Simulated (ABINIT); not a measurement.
**Run report: Ti, geometry relaxation (part 1 of 2)**

- system: Ti (Im-3m, 1 atom in the cell)
- method: Kohn-Sham DFT of a periodic cell, LDA, JTH PAW LDA v2.0, no spin polarisation (ABINIT 10.8.3)

The structure derives from an entry of the Crystallography Open Database.

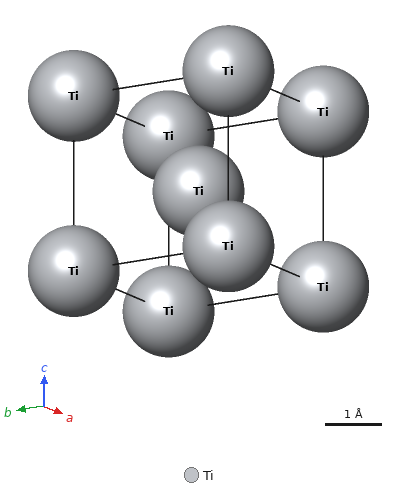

*The input geometry (spheres-only view of the cell 2 times as large as that of the calculation, set on its symmetry axes, seen at an oblique angle). An atom can appear more than once, as a periodic image.*

**Summary**

| quantity | value |
| --- | --- |
| outcome | converged |
| space group (tolerance 0.01 Å) | Im-3m (229) |
| electrons treated | 12 |
| free energy | −1597.9724 eV |
| Fermi energy | 8.167 eV |
| gap on the k-point mesh | none (metallic) |
| pressure | 0.00 GPa |
| final volume | 15.94 Å³ |
| largest force (length of the vector) at the end | under 0.001 eV/Å |
| final cell | a = 2.746 Å, b = 2.746 Å, c = 2.746 Å, α = 109.47°, β = 109.47°, γ = 109.47° |
| hardware | 1 thread of Arm Neoverse V1, 112 GiB of memory available, shared host |
| wall time | 18 s |
| peak memory | 0.08 GiB |

**Input file**
```
# Pseudopotentials
pp_dirpath "./"
pseudos "Ti.LDA_PW-JTH.xml"

# Structure
acell 5.3711598245 5.3711598245 5.3711598245
rprim
    -0.5773502692     0.5773502692     0.5773502692
     0.5773502692    -0.5773502692     0.5773502692
     0.5773502692     0.5773502692    -0.5773502692
ntypat 1
znucl 22
natom 1
typat 1
chkprim 0
chksymtnons 0
tolsym 1.0e-6
xred
            0.0            0.0            0.0

# Plane-wave basis
ecut 15.0
pawecutdg 30.0
ecutsm 0.5

# k points
kptopt 1
ngkpt 8 8 8
nshiftk 1
shiftk 0.0 0.0 0.0

# Exchange and correlation
ixc 7

# Bands and occupations
nband 10
occopt 3
tsmear 0.00183747

# SCF cycle
nstep 80
tolvrs 1.0e-10

# Output
iomode 3
prteig 0
prtebands 0
prtwf 0
prtden 0

# Relaxation
ionmov 2
optcell 2
ntime 50
tolmxf 2.0e-5
dilatmx 1.08
```

Launched with:
```bash
abinit run.abi > log 2>&1
```

**What the program printed**
```
.Version 10.8.3 of ABINIT
 Symmetries : space group Im -3 m (#229); Bravais cI (body-center cubic)
================================================================================
 Values of the parameters that define the memory need of the present run
     intxc =       0    ionmov =       2      iscf =      17    lmnmax =      18
     lnmax =       6     mgfft =      24  mpssoang =       3    mqgrid =    3001
     natom =       1  nloc_mem =       2    nspden =       1   nspinor =       1
    nsppol =       1      nsym =      48    n1xccc =       1    ntypat =       1
    occopt =       3   xclevel =       1
       mpw =         428          nfft =       13824          nkpt =          29
 PAW method is used; the additional fine FFT grid is defined by:
   mgfftf=        30    nfftf =     27000
================================================================================
================================================================================

--------------------------------------------------------------------------------
------------- Echo of variables that govern the present computation ------------
--------------------------------------------------------------------------------
 -outvars: echo values of preprocessed input variables --------
            acell      5.3711598245E+00  5.3711598245E+00  5.3711598245E+00 Bohr
              amu      4.78800000E+01
          chkprim           0
      chksymtnons           0
          dilatmx      1.08000000E+00
             ecut      1.50000000E+01 Hartree
           ecutsm      5.00000000E-01 Hartree
           ionmov           2
              ixc           7
         kptrlatt        8    0    0      0    8    0      0    0    8
          kptrlen      4.29692786E+01
            natom           1
            nband          10
            ngfft          24      24      24
          ngfftdg          30      30      30
             nkpt          29
            nstep          80
             nsym          48
            ntime          50
           ntypat           1
           occopt           3
          optcell           2
        pawecutdg      3.00000000E+01 Hartree
           prtden           0
        prtebands           0
           prteig           0
            prtwf           0
            rprim     -5.7735026920E-01  5.7735026920E-01  5.7735026920E-01
                       5.7735026920E-01 -5.7735026920E-01  5.7735026920E-01
                       5.7735026920E-01  5.7735026920E-01 -5.7735026920E-01
          spgroup         229
           tolmxf      2.00000000E-05
           tolsym      1.00000000E-06
           tolvrs      1.00000000E-10
           tsmear      1.83747000E-03 Hartree
            typat      1
           useylm           1
            znucl       22.00000

================================================================================

 chkinp: Checking input parameters for consistency.

================================================================================
== DATASET  1 ==================================================================

--- !DatasetInfo
iteration_state: {dtset: 1, }
dimensions: {natom: 1, nkpt: 29, mband: 10, nsppol: 1, nspinor: 1, nspden: 1, mpw: 428, }
cutoff_energies: {ecut:  15.0, pawecutdg:  30.0, }
electrons: {nelect:   1.20000000E+01, charge:   0.00000000E+00, occopt:   3.00000000E+00, tsmear:   1.83747000E-03, }
meta: {optdriver: 0, ionmov: 2, optcell: 2, iscf: 17, paral_kgb: 0, }
...

 Exchange-correlation functional for the present dataset will be:
  LDA: Perdew-Wang 92 LSD fit to Ceperley-Alder data - ixc=7
  J.P.Perdew and Y.Wang, PRB 45, 13244 (1992)

 Real(R)+Recip(G) space primitive vectors, cartesian coordinates (Bohr,Bohr^-1):
 R(1)= -3.1010406  3.1010406  3.1010406  G(1)=  0.0000000  0.1612362  0.1612362
 R(2)=  3.1010406 -3.1010406  3.1010406  G(2)=  0.1612362  0.0000000  0.1612362
 R(3)=  3.1010406  3.1010406 -3.1010406  G(3)=  0.1612362  0.1612362  0.0000000
 Unit cell volume ucvol=  1.1928404E+02 bohr^3
 Angles (23,13,12)=  1.09471221E+02  1.09471221E+02  1.09471221E+02 degrees

 Coarse grid specifications (used for wave-functions):

 getcut: wavevector=  0.0000  0.0000  0.0000  ngfft=  24  24  24
         ecut(hartree)=     17.496   => boxcut(ratio)=   2.37306

 getcut : COMMENT -
  Note that boxcut > 2.2 ; recall that boxcut=Gcut(box)/Gcut(sphere) = 2
  is sufficient for exact treatment of convolution.
  Such a large boxcut is a waste : you could raise ecut
  e.g. ecut=   24.631797 Hartrees makes boxcut=2

 Fine grid specifications (used for densities):

 getcut: wavevector=  0.0000  0.0000  0.0000  ngfft=  30  30  30
         ecut(hartree)=     34.992   => boxcut(ratio)=   2.09751

--- Pseudopotential description ------------------------------------------------
- pspini: atom type   1  psp file is ./Ti.LDA_PW-JTH.xml
 Pseudopotential format is: paw10
 basis_size (lnmax)=  6 (lmn_size= 18), orbitals=   0   0   1   1   2   2
 Spheres core radius: rc_sph= 2.30802695
 Shapefunction is BESSEL type: shapef(r,l)=aa(1,l)*jl(q(1,l)*r)+aa(2,l)*jl(q(2,l)*r)
 Radius for shape functions =  2.01037111
 Compensation charge density is not taken into account in XC energy/potential

   2.98460174E+02                                ecore*ucvol(ha*bohr**3)
--------------------------------------------------------------------------------

================================================================================

=== [ionmov= 2] Broyden-Fletcher-Goldfarb-Shanno method (forces)
================================================================================

--- Iteration: ( 1/50) Internal Cycle: (1/1)
--------------------------------------------------------------------------------

---SELF-CONSISTENT-FIELD CONVERGENCE--------------------------------------------

--- !BeginCycle
iteration_state: {dtset: 1, itime: 1, icycle: 1, }
solver: {iscf: 17, nstep: 80, nline: 4, wfoptalg: 10, }
tolerances: {tolvrs: 1.00E-10, }
...

     iter   Etot(hartree)      deltaE(h)  residm     nres2
 ETOT  1  -57.869585183660    -5.787E+01 6.181E+00 5.607E+00
 ETOT  2  -58.725729209293    -8.561E-01 9.860E-02 1.040E+00
 ETOT  3  -58.722328306710     3.401E-03 1.038E-02 1.500E-01
 ETOT  4  -58.722106519844     2.218E-04 1.718E-03 6.568E-03
 ETOT  5  -58.722125950628    -1.943E-05 9.682E-04 2.050E-04
 ETOT  6  -58.722125828676     1.220E-07 1.183E-04 4.202E-06
 ETOT  7  -58.722125880363    -5.169E-08 2.044E-05 5.547E-07
 ETOT  8  -58.722125878983     1.380E-09 6.122E-06 1.184E-07
 ETOT  9  -58.722125878591     3.928E-10 1.598E-05 6.633E-10
 ETOT 10  -58.722125878591    -1.137E-13 1.216E-06 3.037E-11

 At SCF step   10       nres2   =  3.04E-11 < tolvrs=  1.00E-10 =>converged.

 Cartesian components of stress tensor (hartree/bohr^3)
  sigma(1 1)=  3.60635881E-04  sigma(3 2)=  0.00000000E+00
  sigma(2 2)=  3.60635881E-04  sigma(3 1)=  0.00000000E+00
  sigma(3 3)=  3.60635881E-04  sigma(2 1)=  0.00000000E+00

--- !ResultsGS
iteration_state: {dtset: 1, itime: 1, icycle: 1, }
comment   : Summary of ground state results
lattice_vectors:
- [ -3.1010406,   3.1010406,   3.1010406, ]
- [  3.1010406,  -3.1010406,   3.1010406, ]
- [  3.1010406,   3.1010406,  -3.1010406, ]
lattice_lengths: [   5.37116,    5.37116,    5.37116, ]
lattice_angles: [109.471, 109.471, 109.471, ] # degrees, (23, 13, 12)
lattice_volume:   1.1928404E+02
convergence: {deltae: -1.137E-13, res2:  3.037E-11, residm:  1.216E-06, diffor: null, }
etotal    :  -5.87221259E+01
entropy   :   0.00000000E+00
fermie    :   2.61660106E-01
cartesian_stress_tensor: # hartree/bohr^3
- [  3.60635881E-04,   0.00000000E+00,   0.00000000E+00, ]
- [  0.00000000E+00,   3.60635881E-04,   0.00000000E+00, ]
- [  0.00000000E+00,   0.00000000E+00,   3.60635881E-04, ]
pressure_GPa:  -1.0610E+01
xred      :
- [  0.0000E+00,   0.0000E+00,   0.0000E+00, Ti]
cartesian_forces: # hartree/bohr
- [ -0.00000000E+00,  -0.00000000E+00,  -0.00000000E+00, ]
force_length_stats: {min:   0.00000000E+00, max:   0.00000000E+00, mean:   0.00000000E+00, }
...

 Integrated electronic density in atomic spheres:
 ------------------------------------------------
 Atom  Sphere_radius  Integrated_density
    1        2.30803         10.16830494

---OUTPUT-----------------------------------------------------------------------

 Cartesian coordinates (xcart) [bohr]
  0.00000000000000E+00  0.00000000000000E+00  0.00000000000000E+00
 Reduced coordinates (xred)
  0.00000000000000E+00  0.00000000000000E+00  0.00000000000000E+00
 Cartesian forces (fcart) [Ha/bohr]; max,rms= 0.00000E+00 0.00000E+00 (free atoms)
 -0.00000000000000E+00 -0.00000000000000E+00 -0.00000000000000E+00
 Gradient of E wrt nuclear positions in reduced coordinates (gred)
 -0.00000000000000E+00 -0.00000000000000E+00 -0.00000000000000E+00
 Scale of Primitive Cell (acell) [bohr]
  5.37115982450000E+00  5.37115982450000E+00  5.37115982450000E+00
 Real space primitive translations (rprimd) [bohr]
 -3.10104057059130E+00  3.10104057059130E+00  3.10104057059130E+00
  3.10104057059130E+00 -3.10104057059130E+00  3.10104057059130E+00
  3.10104057059130E+00  3.10104057059130E+00 -3.10104057059130E+00
 Unitary Cell Volume (ucvol) [Bohr^3]=  1.19284038884778E+02
 Angles (23,13,12)= [degrees]
  1.09471220634491E+02  1.09471220634491E+02  1.09471220634491E+02
 Lengths [Bohr]
  5.37115982459651E+00  5.37115982459651E+00  5.37115982459651E+00
 Stress tensor in cartesian coordinates (strten) [Ha/bohr^3]
  3.60635880631194E-04  0.00000000000000E+00  0.00000000000000E+00
  0.00000000000000E+00  3.60635880631194E-04  0.00000000000000E+00
  0.00000000000000E+00  0.00000000000000E+00  3.60635880631184E-04
 Total energy (etotal) [Ha]= -5.87221258785907E+01

--- Iteration: ( 2/50) Internal Cycle: (1/1)
--------------------------------------------------------------------------------

---SELF-CONSISTENT-FIELD CONVERGENCE--------------------------------------------

--- !BeginCycle
iteration_state: {dtset: 1, itime: 2, icycle: 1, }
solver: {iscf: 17, nstep: 80, nline: 4, wfoptalg: 10, }
tolerances: {tolvrs: 1.00E-10, }
...

     iter   Etot(hartree)      deltaE(h)  residm     nres2
 ETOT  1  -58.730470728419    -5.873E+01 1.867E+00 2.935E+00
 ETOT  2  -58.725724546670     4.746E-03 2.969E-03 7.878E-01
 ETOT  3  -58.723285640780     2.439E-03 5.848E-04 1.343E-02
 ETOT  4  -58.723321546703    -3.591E-05 6.661E-06 4.984E-04
 ETOT  5  -58.723321622067    -7.536E-08 1.427E-06 3.929E-06
 ETOT  6  -58.723321637473    -1.541E-08 3.780E-08 2.765E-07
 ETOT  7  -58.723321636687     7.860E-10 2.301E-07 4.084E-09
 ETOT  8  -58.723321636709    -2.154E-11 1.039E-08 1.893E-10
 ETOT  9  -58.723321636709    -5.258E-13 6.273E-10 8.358E-12

 At SCF step    9       nres2   =  8.36E-12 < tolvrs=  1.00E-10 =>converged.

 Cartesian components of stress tensor (hartree/bohr^3)
  sigma(1 1)=  2.60841427E-04  sigma(3 2)=  0.00000000E+00
  sigma(2 2)=  2.60841427E-04  sigma(3 1)=  0.00000000E+00
  sigma(3 3)=  2.60841427E-04  sigma(2 1)=  0.00000000E+00

--- !ResultsGS
iteration_state: {dtset: 1, itime: 2, icycle: 1, }
comment   : Summary of ground state results
lattice_vectors:
- [ -3.0674902,   3.0674902,   3.0674902, ]
- [  3.0674902,  -3.0674902,   3.0674902, ]
- [  3.0674902,   3.0674902,  -3.0674902, ]
lattice_lengths: [   5.31305,    5.31305,    5.31305, ]
lattice_angles: [109.471, 109.471, 109.471, ] # degrees, (23, 13, 12)
lattice_volume:   1.1545415E+02
convergence: {deltae: -5.258E-13, res2:  8.358E-12, residm:  6.273E-10, diffor: null, }
etotal    :  -5.87233216E+01
entropy   :   0.00000000E+00
fermie    :   2.73379813E-01
cartesian_stress_tensor: # hartree/bohr^3
- [  2.60841427E-04,   0.00000000E+00,   0.00000000E+00, ]
- [  0.00000000E+00,   2.60841427E-04,   0.00000000E+00, ]
- [  0.00000000E+00,   0.00000000E+00,   2.60841427E-04, ]
pressure_GPa:  -7.6742E+00
xred      :
- [  0.0000E+00,   0.0000E+00,   0.0000E+00, Ti]
cartesian_forces: # hartree/bohr
- [ -0.00000000E+00,  -0.00000000E+00,  -0.00000000E+00, ]
force_length_stats: {min:   0.00000000E+00, max:   0.00000000E+00, mean:   0.00000000E+00, }
...

 Integrated electronic density in atomic spheres:
 ------------------------------------------------
 Atom  Sphere_radius  Integrated_density
    1        2.30803         10.21350235

---OUTPUT-----------------------------------------------------------------------

 Cartesian coordinates (xcart) [bohr]
  0.00000000000000E+00  0.00000000000000E+00  0.00000000000000E+00
 Reduced coordinates (xred)
  0.00000000000000E+00  0.00000000000000E+00  0.00000000000000E+00
 Cartesian forces (fcart) [Ha/bohr]; max,rms= 0.00000E+00 0.00000E+00 (free atoms)
 -0.00000000000000E+00 -0.00000000000000E+00 -0.00000000000000E+00
 Gradient of E wrt nuclear positions in reduced coordinates (gred)
 -0.00000000000000E+00 -0.00000000000000E+00 -0.00000000000000E+00
 Scale of Primitive Cell (acell) [bohr]
  5.31304883599589E+00  5.31304883599589E+00  5.31304883599589E+00
 Real space primitive translations (rprimd) [bohr]
 -3.06749017567985E+00  3.06749017567985E+00  3.06749017567985E+00
  3.06749017567985E+00 -3.06749017567985E+00  3.06749017567985E+00
  3.06749017567985E+00  3.06749017567985E+00 -3.06749017567985E+00
 Unitary Cell Volume (ucvol) [Bohr^3]=  1.15454145881137E+02
 Angles (23,13,12)= [degrees]
  1.09471220634491E+02  1.09471220634491E+02  1.09471220634491E+02
 Lengths [Bohr]
  5.31304883599589E+00  5.31304883599589E+00  5.31304883599589E+00
 Stress tensor in cartesian coordinates (strten) [Ha/bohr^3]
  2.60841427172781E-04  0.00000000000000E+00  0.00000000000000E+00
  0.00000000000000E+00  2.60841427172778E-04  0.00000000000000E+00
  0.00000000000000E+00  0.00000000000000E+00  2.60841427172778E-04
 Total energy (etotal) [Ha]= -5.87233216367094E+01

 Difference of energy with previous step (new-old):
           Absolute (Ha)=-1.19576E-03
           Relative     =-2.03628E-05

--- Iteration: ( 3/50) Internal Cycle: (1/1)
```
